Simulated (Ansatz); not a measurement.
**Run report: Si$_{128}$C$_{127}$ (charge +1), geometry relaxation (part 1 of 6)**

- system: Si$_{128}$C$_{127}$ (defect cell, 255 atoms in the cell, total charge +1)
- method: DFT, PBEsol, PAW, plane waves (Ansatz 0.2.0)

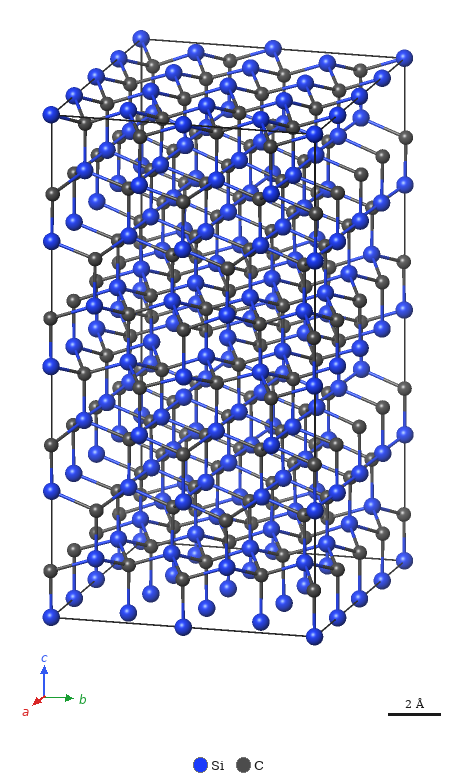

The starting structure (ball-and-stick view of the cell of the calculation, seen slightly off an axis).

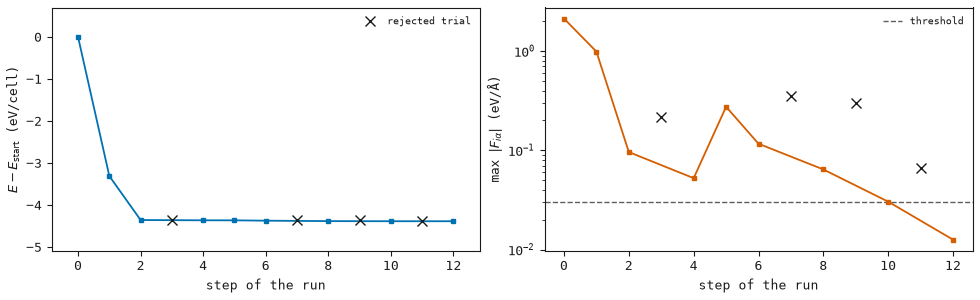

Progress of the relaxation, step by step (the first geometry is step 0 here and step 1 in the log).

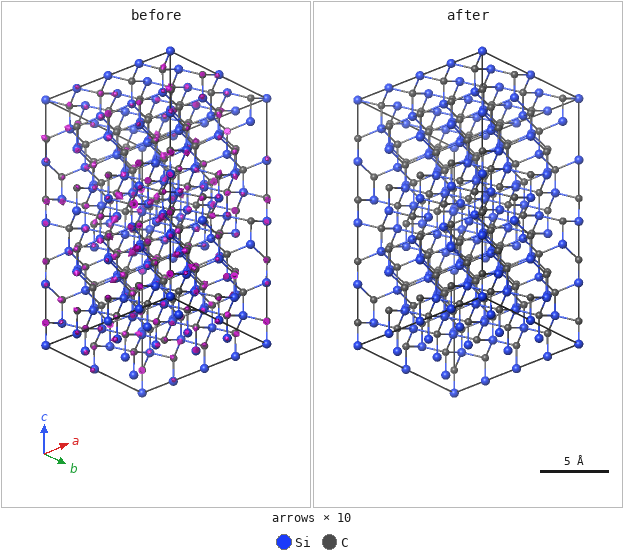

Before (left) and after (right) the relaxation, at one scale (ball-and-stick view of the cell of the calculation, seen at an oblique angle). The pink arrows give the displacements, magnified 10 times. Si79 moves most: 0.13 Å. Largest moves by element: Si 0.13 Å, C 0.10 Å. The cell stays as it was. Among the contacts that change: Si25–C209 1.967 → 1.883 Å, Si102–C133 1.816 → 1.888 Å, Si19–C179 1.844 → 1.916 Å, Si10–C222 1.955 → 1.884 Å. Among the angles that change: Si79–C179–Si87 108.0° → 112.8°, C140–Si42–C148 112.7° → 107.9°, C171–Si79–C181 107.9° → 112.6°. After 12 geometry steps the energy has fallen by 4.384 eV per cell of the calculation. Largest force component: 2.1 eV/Å at the start, 0.013 eV/Å at the end. The line search rejected the trial steps at points 3, 7, 9, 11 (counted from 0) and went back. (Atoms are counted from 1 in the order of the input.)

The input and output of the run follow.
